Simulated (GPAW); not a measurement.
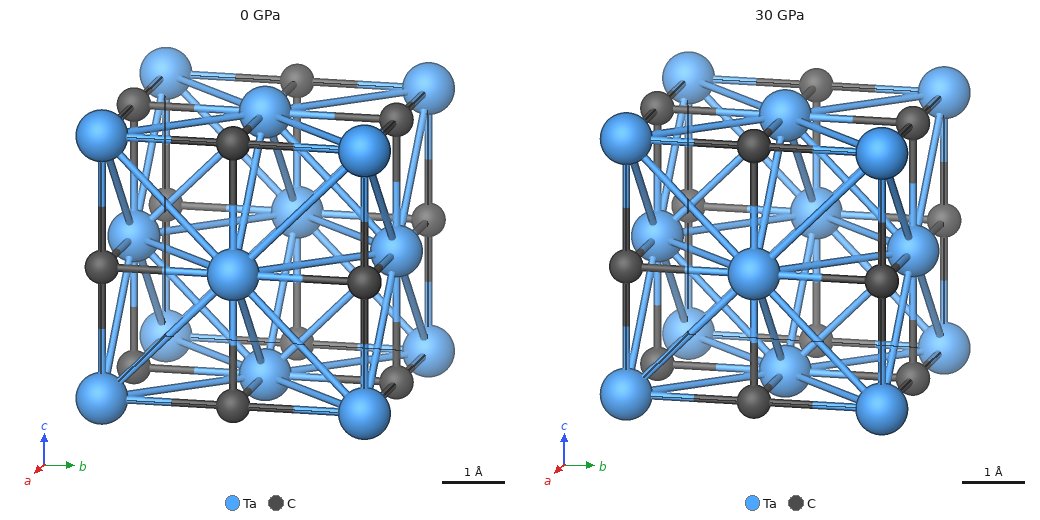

Ta₄C₃, space group Pm-3m (No. 221), relaxed (cell and atoms) under a series of hydrostatic pressures; the conventional cell is drawn at the lowest and the highest, to one scale (sticks follow a distance rule). The start was a structure listed in the Materials Project. It needn't be the stable form of this composition.

Alike in all runs: GPAW 26.7.0; functional PBEsol; potentials PAW data sets generated in the run's folder for this functional; cutoff 800 eV; k mesh 5 × 5 × 5 on the run's cell of 7 atoms; occupations fermi-dirac, width 0.05 eV; no spin polarisation; no spin-orbit coupling.

| pressure (GPa) | volume (Å³/atom) | a (Å) |
| --- | --- | --- |
| 0.2 | 12.199 | 4.404 |
| 2.0 | ? | ? |
| 5.0 | 12.020 | 4.382 |
| 9.9 | 11.847 | 4.361 |
| 19.8 | 11.535 | 4.322 |
| 30.2 | 11.248 | 4.286 |

Fit a third-order Birch-Murnaghan equation to the rows given and use it to fill in the volume that is left out.

The fit gives V0 = 12.21 Å³/atom, B0 = 311 GPa and B0′ = 4.1, which puts the volume at 2.0 GPa at 12.13 Å³/atom. The run gave volume 12.131 Å³/atom; a 4.395 Å.

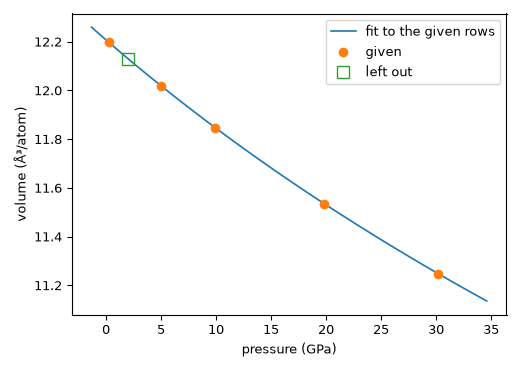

Volume against pressure, with the fit. The structure was kept in its own symmetry, so a change to another phase within this range wouldn't be seen.

Caveat: later steps reuse the first step's grids; spin-orbit coupling is left out, which matters for Ta, if less for volumes and forces than for levels.
